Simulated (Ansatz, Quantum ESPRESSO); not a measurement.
# MgO(001): the 4πα/A, ions held at a withheld member of a series

Method. Quantum ESPRESSO 7.5, PBE, GBRV ultrasoft. Free-standing symmetric slabs with 16 Å of vacuum in the starting cell; all atoms relax without a field to tight forces. A sawtooth field of 0.1 V/Å with dipole correction is then applied with the ions held (f1) and with the ions free (r1). Fixed occupations. The slabs take the lattice constants of the bulk relaxed by the same program. The series steps the number of layers.

| number of layers | 4πα/A, ions held (Å) |
| --- | --- |
| 3 layers | 5.399 |
| 4 layers | 6.874 |
| 5 layers | 8.353 |
| 6 layers | 9.828 |
| 7 layers | 11.307 |
| 8 layers | 12.765 |

To predict: What is the 4πα/A, ions held at 9 layers?

**Fit.** The rows at 7 layers and 8 layers give a slope of (12.765 − (11.307))/(8 − (7)) = 1.458, so a straight line gives 14.223 Å. A parabola through these and the row at 6 layers gives 14.202 Å.

**The withheld run.** 14.244 Å. The line misses by −0.021 and the parabola by −0.042 Å. Both misses are under 5 % of the step from the nearer row.

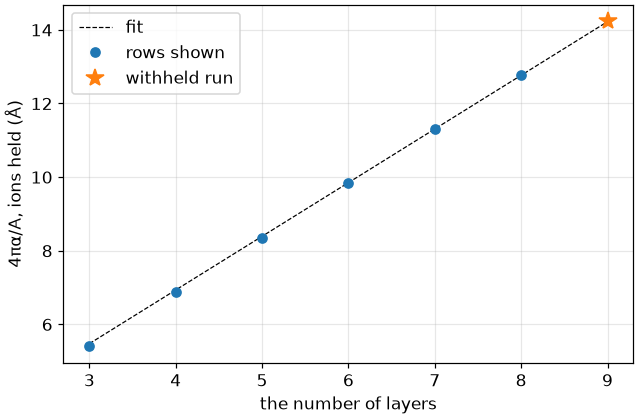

The rows shown, the fit and the withheld run.

**Limits.** Surface layers answer otherwise than the interior, so permittivities come from the slope against thickness; semilocal gaps overscreen; 1×1 cells forbid distortions that need a larger cell.
